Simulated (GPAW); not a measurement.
# As K-edge XANES of GaAs (F-43m), part 2 of 3

Aim: the dependence of the As K near-edge features of GaAs (F-43m) on volume.

GPAW 26.7.0; X-ray absorption from dipole matrix elements to empty bands, plane-wave PAW LDA.

So far. Step 2 (The field without a hole): The mesh shows a gap of 0.36 eV, so the hole is first treated in a charged cell, without the excited electron.

### Step 4. Spectrum with FCH, As atom 1

The holes are 5.7 Å apart. In GPAW the data set carries the hole's charge, so charge=0 means a charged cell and charge=-1 a neutral one. The excited electron is left out and a uniform background balances the charge. After the field has converged, empty bands are computed with the density fixed and the dipole matrix elements are summed.

The absorber has 4 Ga at 2.45 Å (tetrahedral, site symmetry -43m).

File xas.py:

```python
import numpy as np
from ase import Atoms
from ase.parallel import parprint, paropen
from gpaw import GPAW, PW, FermiDirac, Mixer, MixerDif, setup_paths
from gpaw.test import gen
setup_paths.insert(0, '.')
gen('As', name='fch1s', xcname='LDA', corehole=(1, 0, 1), write_xml=True)
from gpaw.mpi import world
world.barrier()

atoms = Atoms('As4Ga4',
    cell=[[0, 0, 5.6537],
     [5.6537, 0, 0],
     [0, 5.6537, 0]],
    scaled_positions=[[0.75, 0.75, 0.75],
     [0.75, 0.25, 0.25],
     [0.25, 0.25, 0.75],
     [0.25, 0.75, 0.25],
     [0, 0, 0],
     [0, 0.5, 0.5],
     [0.5, 0.5, 0],
     [0.5, 0, 0.5]],
    pbc=True)
atoms.calc = calc = GPAW(legacy_gpaw=True, mode=PW(430, force_complex_dtype=True), xc='LDA', setups={0: 'fch1s'},
    kpts={'size': (3, 3, 3), 'gamma': True}, occupations=FermiDirac(0.02),
    charge=0, mixer=Mixer(0.1, 5, 50), maxiter=150,
    convergence={'density': 0.0001, 'eigenstates': 1e-6}, txt='scf.txt')
energy = atoms.get_potential_energy() + calc.get_reference_energy()
ef = calc.get_fermi_level()
out = dict(energy=energy, fermi=ef, forces=atoms.get_forces().tolist())
parprint(f'all-electron energy {energy:.4f} eV, Fermi level {ef:.4f} eV')
ev = np.array([[calc.get_eigenvalues(k, s) for k in range(len(calc.get_ibz_k_points()))] for s in range(calc.get_number_of_spins())])
out['homo'], out['lumo'], out['counts'] = ev[ev < ef].max(), ev[ev > ef].min(), sorted(set((ev < ef).sum((0, 2)).tolist()))
out['filled'] = (ev[:, 0] < ef).sum(1).tolist()

from ase.units import Ha
from gpaw.xas import dipole_matrix_elements
nb = int(calc.get_number_of_electrons() / 2) + 110
top, nb = nb, nb + 8 + nb // 12
nscf = calc.fixed_density(kpts={'size': (4, 4, 4), 'gamma': True}, nbands=nb,
    convergence={'bands': top, 'eigenstates': 5e-3}, maxiter=60, txt='nscf.txt')
cell = atoms.cell.array
ops = [cell.T @ U.T @ np.linalg.inv(cell.T) for U in nscf.wfs.kd.symmetry.op_scc]
filled = [16]  # bands filled in the ground state, by spin
E = np.arange(-6, 34, 0.1)
fwhm = np.interp(E, [4, 25], [2.14, 3.5])
Y, X, zero, highest = 0, 0, 1e9, 1e9
for spin in range(nscf.get_number_of_spins()):
    wfs = nscf.wfs
    mine = wfs.bd.get_slice()  # this rank's bands
    A = dipole_matrix_elements(wfs.setups[0])
    eps = np.zeros((wfs.kd.nibzkpts, nb))
    d = np.zeros((3, A.shape[1], wfs.kd.nibzkpts, nb), complex)
    for kpt in wfs.kpt_u:
        if kpt.s == spin and 0 in kpt.P_ani:
            eps[kpt.k, mine] = kpt.eps_n * Ha
            d[:, :, kpt.k, mine] = (kpt.weight * wfs.nspins / 2) ** 0.5 * np.inner(A, kpt.P_ani[0])
    world.sum(eps)
    world.sum(d)
    T = np.einsum('amkn,bmkn->abkn', d, d.conj()).real
    T = sum(np.einsum('ai,ijkn,bj->abkn', R, T, R) for R in ops) / len(ops)
    empty = np.ones_like(eps, bool) & (np.arange(nb) >= filled[spin])
    zero, highest = min(zero, eps[empty].min()), min(highest, eps[:, top - 1].min())
    lines = [(eps, T, empty)] if spin == 0 else lines + [(eps, T, empty)]
for eps, T, empty in lines:
    f = np.einsum('aakn->akn', T).reshape(3, -1)
    x = eps.ravel() - zero
    w = np.interp(x, E, fwhm) / 2.35482
    g = np.exp(-0.5 * ((E[:, None] - x) / w) ** 2) / (w * (2 * np.pi) ** 0.5)
    Y = Y + (f * empty.ravel()) @ g.T
    X = X + (f * ~empty.ravel()) @ g.T
out.update(E=E.round(2).tolist(), xas=Y.tolist(), xes=X.tolist(), zero=zero, valid=highest - zero, nk=len(eps), nb=nb)
for i in range(0, len(E), 10):
    parprint(f'{E[i]:7.2f}', *(f'{v:10.3e}' for v in Y[:, i]))
import json
with paropen('out.json', 'w') as f:
    json.dump(out, f)
```

Started as:

```
$ OMP_NUM_THREADS=1 mpirun -n 4 gpaw python xas.py
```

Numbers of over 12 decimals in the logs are rounded to 6 here.

What it wrote:

```text
Input parameters:
  convergence: {density: 0.0001,
                eigenstates: 1e-06}
  kpts: {gamma: True,
         size: (3, 3, 3)}
  maxiter: 150
  mixer: {backend: pulay,
          beta: 0.1,
          method: separate,
          nmaxold: 5,
          weight: 50}
  mode: {ecut: 430.0,
         force_complex_dtype: True,
         name: pw}
  occupations: {fixmagmom: False,
                name: fermi-dirac,
                width: 0.02}
  setups: {0: fch1s}

Initialize ...

[... PAW data sets ...]

Reference energy: -445021.628974  # eV

Spin-paired calculation

[... convergence settings ...]
Symmetries present (total): 6
  [... symmetry matrices ...]

27 k-points: 3 x 3 x 3 Monkhorst-Pack grid
6 k-points in the irreducible part of the Brillouin zone
       k-points in crystal coordinates                weights
   0:     0.00000000    0.00000000    0.00000000          1/27
   1:     0.33333333    0.00000000   -0.33333333          6/27
   2:     0.33333333    0.00000000    0.00000000          6/27
   3:     0.33333333    0.33333333   -0.33333333          6/27
   4:     0.33333333    0.33333333    0.00000000          6/27
   5:     0.33333333    0.33333333    0.33333333          2/27

Wave functions: Plane wave expansion
  Cutoff energy: 430.000 eV
  Number of coefficients (min, max): 3659, 3743
  Pulay-stress correction: 0.000000 eV/Ang^3 (de/decut=0.000000)
  Using FFTW library
  Wavefunction extrapolation:
    Improved wavefunction reuse through dual PAW basis

Occupation numbers: Fermi-Dirac:
  width: 0.0200  # eV

Eigensolver
   Davidson(niter=2)

Densities:
  Coarse grid: 28*28*28 grid
  Fine grid: 56*56*56 grid
  Total Charge: 1.000000

Density mixing:
  Method: separate
  Backend: pulay
  Linear mixing parameter: 0.1
  old densities: 5
  Width of damping distribution: 1.1
  Damping of long wavelength oscillations: 50

[... Hamiltonian set-up ...]
Number of atoms: 8
Number of atomic orbitals: 32
Number of bands in calculation: 24
Number of valence electrons: 32
Bands to converge: occupied

... initialized

Initializing position-dependent things.

Density initialized from atomic densities
Creating initial wave functions:
  24 bands from LCAO basis set

                    As
           As
         Ga
             As
              Ga
                  As
                Ga
       Ga

Atomic positions and initial magnetic moments

Positions:
   0 As     4.240275    4.240275    4.240275    ( 0.0000,  0.0000,  0.0000)
   1 As     1.413425    1.413425    4.240275    ( 0.0000,  0.0000,  0.0000)
   2 As     1.413425    4.240275    1.413425    ( 0.0000,  0.0000,  0.0000)
   3 As     4.240275    1.413425    1.413425    ( 0.0000,  0.0000,  0.0000)
   4 Ga     0.000000    0.000000    0.000000    ( 0.0000,  0.0000,  0.0000)
   5 Ga     2.826850    2.826850    0.000000    ( 0.0000,  0.0000,  0.0000)
   6 Ga     2.826850    0.000000    2.826850    ( 0.0000,  0.0000,  0.0000)
   7 Ga     0.000000    2.826850    2.826850    ( 0.0000,  0.0000,  0.0000)

Unit cell:
           periodic     x           y           z      points  spacing
  1. axis:    yes    0.000000    0.000000    5.653700    28     0.2019
  2. axis:    yes    5.653700    0.000000    0.000000    28     0.2019
  3. axis:    yes    0.000000    5.653700    0.000000    28     0.2019

  Lengths:   5.653700   5.653700   5.653700
  Angles:   90.000000  90.000000  90.000000

Effective grid spacing dv^(1/3) = 0.2019

iter:   1   -55.452018
iter:   2   -54.555953   -2.23  -0.79
iter:   3   -53.491237   -1.37  -0.86
iter:   4   -53.429336   -2.42  -1.11
iter:   5   -53.393121   -2.71  -1.36
iter:   6   -53.394410   -2.76  -1.87
iter:   7   -53.376502   -3.25  -1.99
iter:   8   -53.377327   -4.45  -2.74
iter:   9   -53.376366c  -4.43  -2.63
iter:  10   -53.376365c  -5.91  -3.41
iter:  11   -53.376376c  -6.07c -3.54
iter:  12   -53.376363c  -6.11c -3.64
iter:  13   -53.376361c  -7.21c -3.77
iter:  14   -53.376362c  -7.91c -4.02c

Converged after 14 iterations.

Dipole moment: (0.194404, 0.194404, 0.194404) |e|*Ang

Energy contributions relative to reference atoms: (reference = -445021.628974)

Kinetic:        +75.670113
Potential:      -83.117556
External:        +0.000000
XC:             -45.990077
Entropy (-ST):   -0.000296
Local:           +0.061306
SIC:             +0.000000
--------------------------
Free energy:    -53.376510
Extrapolated:   -53.376362

Showing only first 2 kpts
 Kpt  Band  Eigenvalues  Occupancy
  0    14      4.33936    1.98801
  0    15      4.33936    1.98801
  0    16      4.52157    0.03597
  0    17      6.05112    0.00000

  1    14      2.75220    2.00000
  1    15      3.91261    2.00000
  1    16      6.46179    0.00000
[...]
Fermi level: 4.44157

Gap: 0.182 eV
Transition (v -> c):
  (s=0, k=0, n=15, [0.00, 0.00, 0.00]) -> (s=0, k=0, n=16, [0.00, 0.00, 0.00])
No difference between direct/indirect transitions

Forces in eV/Ang:
  0 As    0.00000    0.00000    0.00000
  1 As   -0.00000   -0.00000   -0.00000
  2 As   -0.00000   -0.00000   -0.00000
  3 As   -0.00000   -0.00000   -0.00000
  4 Ga    0.56224    0.56224    0.56224
  5 Ga   -0.56223   -0.56223    0.56223
  6 Ga   -0.56223    0.56223   -0.56223
  7 Ga    0.56223   -0.56223   -0.56223
Scalar-relativistic atomic LDA calculation for As (Arsenic, Z=33)
Core hole in 1s state (1s occupation: 1.0)
600 radial gridpoints.
|------------------------------------------------|
|------------------------------------------------|
[... the atom generator's iteration count ...]

Energy contributions:
-------------------------
Kinetic:    +1848.221203
XC:           -71.222916
Potential:  -3597.180510
-------------------------
Total:      -1820.182222

state      eigenvalue         ekin         rmax
-----------------------------------------------
1s^1.0 :  -444.459913   558.285946        0.030
2s^2.0 :   -58.180552   111.436223        0.167
2p^6.0 :   -52.176827   110.075392        0.132
3s^2.0 :    -8.028461    26.279806        0.509
3p^6.0 :    -5.986494    24.168502        0.501
3d^10.0:    -2.371475    19.328099        0.450
4s^2.0 :    -0.979366     3.858684        1.503
4p^3.0 :    -0.574271     2.680492        1.743
-----------------------------------------------
(units: Bohr and Hartree)

Generating PAW setup
Kinetic energy of the core from tauc = 1852.031774
Cutoffs:
rc(s)=2.000
rc(p)=2.000
rc(d)=2.000
rc(vbar)=1.800
rc(comp)=2.000
rc(nct)=2.000

Kinetic energy of the core states: 1832.462358
Charge: 1.0
Core electrons: 27.0
Valence electrons: 5.0
Pseudo-core charge: 0.757500
Shape function alpha=2.500
Pseudo-electron charge 6.380557
state    eigenvalue         norm
--------------------------------
4s(2) :    -0.979366     1.263349
*s    :     0.020634
4p(3) :    -0.574271     1.032119
*p    :     0.425729
*d    :     0.000000
--------------------------------

Diagonalizing with gridspacing h=0.050

state   all-electron     PAW
-------------------------------
4s:      -0.979366    -0.979786
4p:      -0.574271    -0.574667
*d:                   -0.129500
*f:                   -0.019130
-------------------------------
all-electron energy -445075.0053 eV, Fermi level 4.4416 eV
[...]
31.00  4.682e-08  4.682e-08  4.682e-08
  32.00  4.745e-08  4.745e-08  4.745e-08
  33.00  5.205e-08  5.205e-08  5.205e-08
```

Run time: 36 s. Hardware: 4 MPI ranks of Arm Neoverse V1, shared host; peak memory 0.27 GiB.

The As K spectrum, As atom 1, full core hole (charged cell) (energy from the lowest empty level; intensity scaled to a mean of 1 over the first 20 eV):

```csv
E (eV),intensity
-2.0,0.00
-0.5,0.05
1.0,0.61
2.5,1.25
4.0,1.37
5.5,1.45
7.0,1.26
8.5,1.28
10.0,1.01
11.5,0.81
13.0,0.83
14.5,0.79
16.0,0.71
17.5,0.83
19.0,0.89
20.5,0.87
22.0,0.90
23.5,0.87
25.0,0.98
26.5,1.02
28.0,0.77
29.5,0.51
```

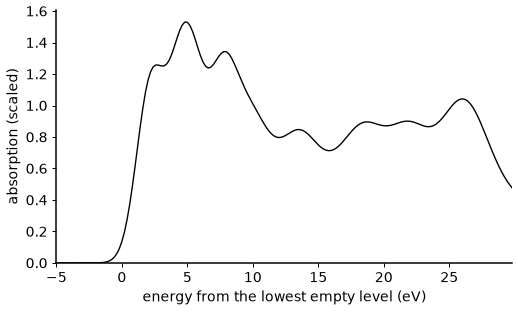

The As K edge, As atom 1, full core hole (charged cell): main maxima at 4.8, 7.8 and 26.0 eV.

Main maxima below 29 eV (height): 4.8 eV (1.53), 7.8 eV (1.34), 13.4 eV (0.85), 18.8 eV (0.90), 21.8 eV (0.90) and 26.0 eV (1.04). A K edge sees empty p states on the absorber.

The energy difference (zero at 11880 eV) isn't read as a photon energy: for so heavy an absorber the terms left out (the hole's spin, the functional's error) amount to tens of eV or more.

### Step 5. Reference energy of the supercell

The cell changes for the next run, so it gets a reference energy of its own.

The cell differs from the one that the last finished run ended in (a 5.654 → 5.538 Å, b 5.654 → 5.538 Å, c 5.654 → 5.538 Å).

File scf.py:

```python
import numpy as np
from ase import Atoms
from ase.parallel import parprint, paropen
from gpaw import GPAW, PW, FermiDirac, Mixer, MixerDif, setup_paths
from gpaw.test import gen
setup_paths.insert(0, '.')
gen('As', name='nch1s', xcname='LDA', corehole=(1, 0, 0), write_xml=True)
from gpaw.mpi import world
world.barrier()

atoms = Atoms('As4Ga4',
    cell=[[0, 0, 5.53828598],
     [5.53828598, 0, 0],
     [0, 5.53828598, 0]],
    scaled_positions=[[0.75, 0.75, 0.75],
     [0.75, 0.25, 0.25],
     [0.25, 0.25, 0.75],
     [0.25, 0.75, 0.25],
     [0, 0, 0],
     [0, 0.5, 0.5],
     [0.5, 0.5, 0],
     [0.5, 0, 0.5]],
    pbc=True)
atoms.calc = calc = GPAW(legacy_gpaw=True, mode=PW(430, force_complex_dtype=True), xc='LDA', setups={0: 'nch1s'},
    kpts={'size': (3, 3, 3), 'gamma': True}, occupations=FermiDirac(0.02),
    charge=0, mixer=Mixer(0.1, 5, 50), maxiter=150,
    convergence={'density': 0.0001, 'eigenstates': 1e-6}, txt='scf.txt')
energy = atoms.get_potential_energy() + calc.get_reference_energy()
ef = calc.get_fermi_level()
out = dict(energy=energy, fermi=ef, forces=atoms.get_forces().tolist())
parprint(f'all-electron energy {energy:.4f} eV, Fermi level {ef:.4f} eV')
ev = np.array([[calc.get_eigenvalues(k, s) for k in range(len(calc.get_ibz_k_points()))] for s in range(calc.get_number_of_spins())])
out['homo'], out['lumo'], out['counts'] = ev[ev < ef].max(), ev[ev > ef].min(), sorted(set((ev < ef).sum((0, 2)).tolist()))
out['filled'] = (ev[:, 0] < ef).sum(1).tolist()
import json
with paropen('out.json', 'w') as f:
    json.dump(out, f)
```

Started as:

```
$ OMP_NUM_THREADS=1 mpirun -n 4 gpaw python scf.py
```

What it wrote:

```text
Input parameters:
  convergence: {density: 0.0001,
                eigenstates: 1e-06}
  kpts: {gamma: True,
         size: (3, 3, 3)}
  maxiter: 150
  mixer: {backend: pulay,
          beta: 0.1,
          method: separate,
          nmaxold: 5,
          weight: 50}
  mode: {ecut: 430.0,
         force_complex_dtype: True,
         name: pw}
  occupations: {fixmagmom: False,
                name: fermi-dirac,
[...]
4s(2) :    -0.539904     1.201804
*s    :     0.460096
4p(3) :    -0.196323     1.023247
*p    :     0.803677
*d    :     0.000000
--------------------------------

Diagonalizing with gridspacing h=0.050

state   all-electron     PAW
-------------------------------
4s:      -0.539904    -0.540221
4p:      -0.196323    -0.196570
*d:                    0.036990
*f:                    0.071517
-------------------------------
all-electron energy -456950.0761 eV, Fermi level 5.7320 eV
[key lines of the parts left out:]
Converged after 13 iterations.
Dipole moment: (0.000012, 0.000012, 0.000012) |e|*Ang
Free energy:    -38.220386
Fermi level: 5.73196
```

The job ended after 6.7 s (4 MPI ranks; peak memory 0.18 GiB; 27 s of CPU time).

Reference energy: -456950.076 eV with the cores included.

### Step 6. Spectrum with FCH, As atom 1

Shorter bonds are expected to push antibonding states and scattering resonances up, and longer ones down; the cell is scaled to test that.

Changed against the first core-hole run: volume scale from 1 to 0.94.

Changes to xas.py since step 4:

```diff
@@ -11,5 +11,5 @@
 atoms = Atoms('As4Ga4',
-    cell=[[0, 0, 5.6537],
-     [5.6537, 0, 0],
-     [0, 5.6537, 0]],
+    cell=[[0, 0, 5.53828598],
+     [5.53828598, 0, 0],
+     [0, 5.53828598, 0]],
     scaled_positions=[[0.75, 0.75, 0.75],
@@ -37,3 +37,3 @@
 from gpaw.xas import dipole_matrix_elements
-nb = int(calc.get_number_of_electrons() / 2) + 110
+nb = int(calc.get_number_of_electrons() / 2) + 104
 top, nb = nb, nb + 8 + nb // 12
```

Started as:

```
$ OMP_NUM_THREADS=1 mpirun -n 4 gpaw python xas.py
```

What it wrote:

```text
Input parameters:
  convergence: {density: 0.0001,
                eigenstates: 1e-06}
  kpts: {gamma: True,
         size: (3, 3, 3)}
  maxiter: 150
  mixer: {backend: pulay,
          beta: 0.1,
          method: separate,
          nmaxold: 5,
          weight: 50}
  mode: {ecut: 430.0,
         force_complex_dtype: True,
         name: pw}
  occupations: {fixmagmom: False,
                name: fermi-dirac,
[...]
*p    :     0.425729
*d    :     0.000000
--------------------------------

Diagonalizing with gridspacing h=0.050

state   all-electron     PAW
-------------------------------
4s:      -0.979366    -0.979786
4p:      -0.574271    -0.574667
*d:                   -0.129500
*f:                   -0.019130
-------------------------------
all-electron energy -445075.4885 eV, Fermi level 5.2894 eV
[...]
32.00  4.552e-08  4.552e-08  4.552e-08
  33.00  4.678e-08  4.678e-08  4.678e-08
[key lines of the parts left out:]
Converged after 15 iterations.
Dipole moment: (0.205202, 0.205196, 0.205202) |e|*Ang
Free energy:    -53.859483
Fermi level: 5.28936
```

Wall time 34 s (4 MPI ranks); peak memory 0.26 GiB; 2.3 min of CPU time.

```csv
E (eV),first run,this run
-2.0,0.00,0.00
-1.0,0.01,0.02
0.0,0.14,0.19
1.0,0.61,0.71
2.0,1.16,1.15
3.0,1.25,1.21
4.0,1.37,1.42
5.0,1.53,1.49
6.0,1.32,1.22
7.0,1.26,1.24
8.0,1.34,1.33
9.0,1.18,1.16
10.0,1.01,1.02
11.0,0.86,0.88
12.0,0.80,0.79
13.0,0.83,0.84
14.0,0.83,0.86
15.0,0.75,0.79
16.0,0.71,0.72
17.0,0.78,0.76
18.0,0.87,0.85
19.0,0.89,0.89
20.0,0.87,0.87
21.0,0.89,0.87
22.0,0.90,0.89
23.0,0.87,0.86
24.0,0.88,0.84
25.0,0.98,0.92
26.0,1.04,1.05
27.0,0.96,1.06
28.0,0.77,0.90
29.0,0.58,0.69
```

The scaled spectrum changes by 5 % r.m.s. The highest intensity below 24 eV goes from 4.8 eV (1.53) to 4.6 eV (1.53).

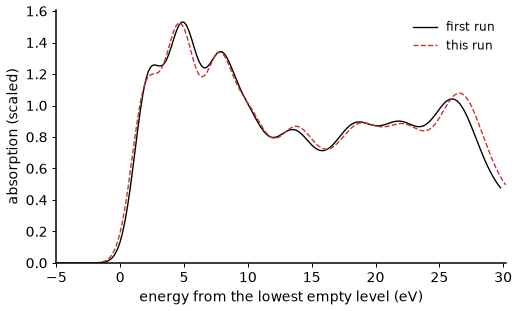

The effect of the change (volume scale from 1 to 0.94).

The photon energy of the zero moves by +0.45 eV.

### Step 7. Reference energy of the supercell

The cell changes for the next run, so it gets a reference energy of its own.

The cell differs from the one that the last finished run ended in (a 5.538 → 5.597 Å, b 5.538 → 5.597 Å, c 5.538 → 5.597 Å).

Changes to scf.py since step 5:

```diff
@@ -11,5 +11,5 @@
 atoms = Atoms('As4Ga4',
-    cell=[[0, 0, 5.53828598],
-     [5.53828598, 0, 0],
-     [0, 5.53828598, 0]],
+    cell=[[0, 0, 5.59658801],
+     [5.59658801, 0, 0],
+     [0, 5.59658801, 0]],
     scaled_positions=[[0.75, 0.75, 0.75],
```

Started as:

```
$ OMP_NUM_THREADS=1 mpirun -n 4 gpaw python scf.py
```

What it wrote:

```text
Input parameters:
  convergence: {density: 0.0001,
                eigenstates: 1e-06}
  kpts: {gamma: True,
         size: (3, 3, 3)}
  maxiter: 150
  mixer: {backend: pulay,
          beta: 0.1,
          method: separate,
          nmaxold: 5,
          weight: 50}
  mode: {ecut: 430.0,
         force_complex_dtype: True,
         name: pw}
  occupations: {fixmagmom: False,
                name: fermi-dirac,
[...]
4s(2) :    -0.539904     1.201804
*s    :     0.460096
4p(3) :    -0.196323     1.023247
*p    :     0.803677
*d    :     0.000000
--------------------------------

Diagonalizing with gridspacing h=0.050

state   all-electron     PAW
-------------------------------
4s:      -0.539904    -0.540221
4p:      -0.196323    -0.196570
*d:                    0.036990
*f:                    0.071517
-------------------------------
all-electron energy -456950.1722 eV, Fermi level 5.2488 eV
[key lines of the parts left out:]
Converged after 13 iterations.
Dipole moment: (0.000012, 0.000012, 0.000012) |e|*Ang
Free energy:    -38.316460
Fermi level: 5.24882
```

Wall time 6.4 s (4 MPI ranks); peak memory 0.18 GiB.

Reference energy: -456950.172 eV with the cores included.

(Continued in part 3 of 3.)

[Banner, clock and machine lines of the logs are left out without a mark of their own.]

[Logs are printed without paths, hosts, clocks, repeated set-up lines and the standing remarks that a program may print on its own settings, such as how far it seeks lower states.]

[Hosts, paths, dates, database ids (printed as entryN), source tags and the programs' standing remarks are cut or masked in the printed files.]

[Lists of maxima count a maximum above −3 eV only where it reaches 4 % of the highest in the window and stands out from its surroundings by 2 % of it (1.5 % where it reaches 55 %); shoulders and weaker maxima are passed over, and of the rest the first, up to two pre-edge ones and the few strongest are named.]
